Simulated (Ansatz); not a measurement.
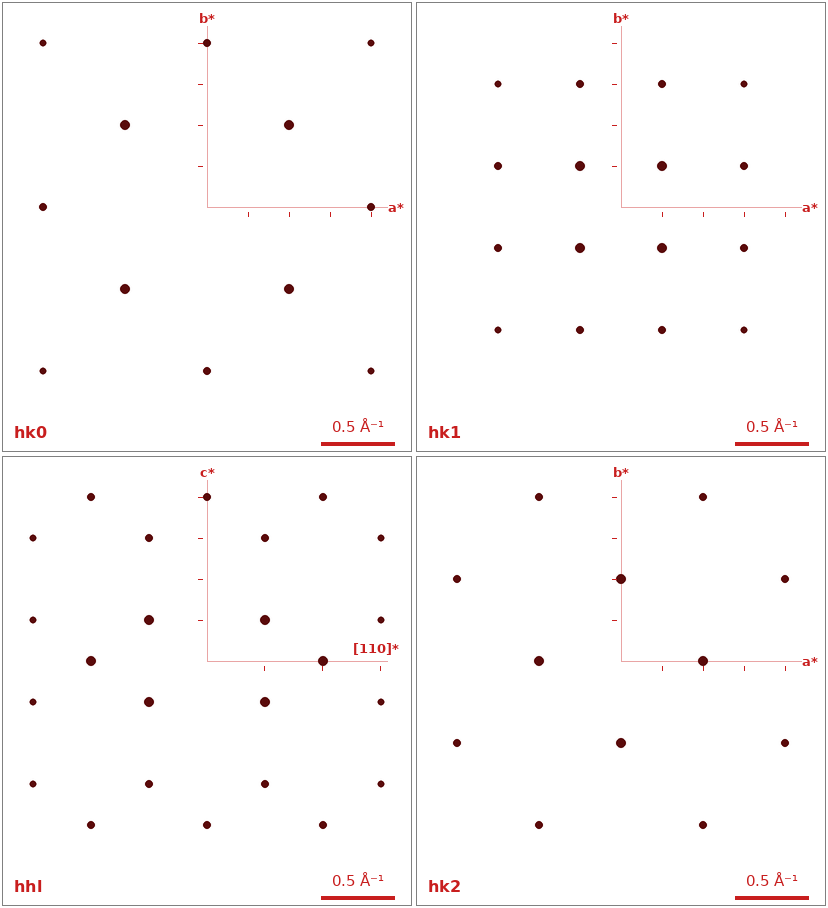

Simulated precession-type sections (X-rays; kinematic intensities, B = 0.5 Å²). The ticks mark integer indices of the conventional cell.

> Read the reciprocal cell and give the direct cell.

a* = 0.281, b* = 0.281, c* = 0.281 Å⁻¹; the cell is cubic with a = 3.55 Å.

> List the systematic absences.

Reflections are present only under these conditions. hkl: h + k = 2n, h + l = 2n; hk0: h = 2n, h + k = 4n; hhl: h + l = 2n; h00: h = 4n. The lattice is face-centred (F). Further gaps, such as 2 2 2, 4 4 2, come from atoms on special positions, not from the group's general conditions.

> Which space groups fit?

The intensities have Laue symmetry m-3m (the hk0 layer shows 4mm, hk1 shows 4mm). With these conditions only Fd-3m (No. 227) fits. The compound is C. Structure: the geometry relaxed with DFT, PBEsol, plane waves (420 eV) with PAW, scalar-relativistic in Ansatz 0.2.0; the starting structure was generated, so it need not be a known form of this composition.
